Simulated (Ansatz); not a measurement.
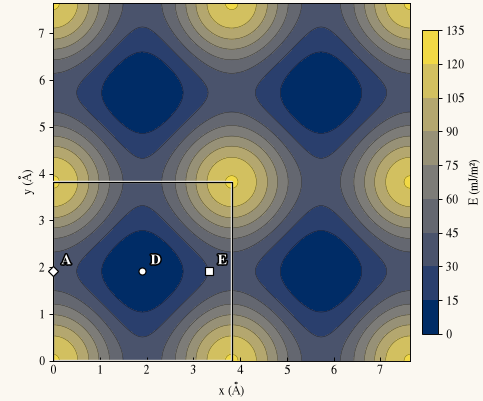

A bilayer of two SnO sheets (8 atoms in the cell). The upper layer of a bilayer is slid over the lower one; relaxed at each slide: nothing; the origin of the map has Sn5 above Sn4; the distance between the facing planes is held at 4.10 Å. Places are given modulo a cell vector. The map is drawn in real space over the plane of the slide. The scan uses an 8 × 8 grid; 15 points were computed and 49 follow by symmetry. Energies: mJ/m², counted from the lowest grid point. At a held distance the lowest stacking need not be the one that binds best once the distance relaxes. These are results of DFT PBE+D3(BJ), scalar-relativistic, plane waves, PAW (Ansatz), not measurements. Settings: cutoff 420 eV, k-mesh 7×7×1, gaussian smearing 0.05 eV, no spin polarisation.

In the figure: filled contours, the outline of one cell of the 2 × 2 shown, lettered points. Between grid points the surface is interpolated.

**Is A the lowest point of the computed grid?**

No. A lies 36 mJ/m² above the lowest grid point, which is at (4/8, 4/8) of the cell vectors.

**What kind of point is each of A, D: minimum, saddle, maximum or slope?**

A: saddle point; D: minimum. (In these two coordinates alone; a stationary point may lie a little off the grid point.)

PAW datasets: the set soft_1.
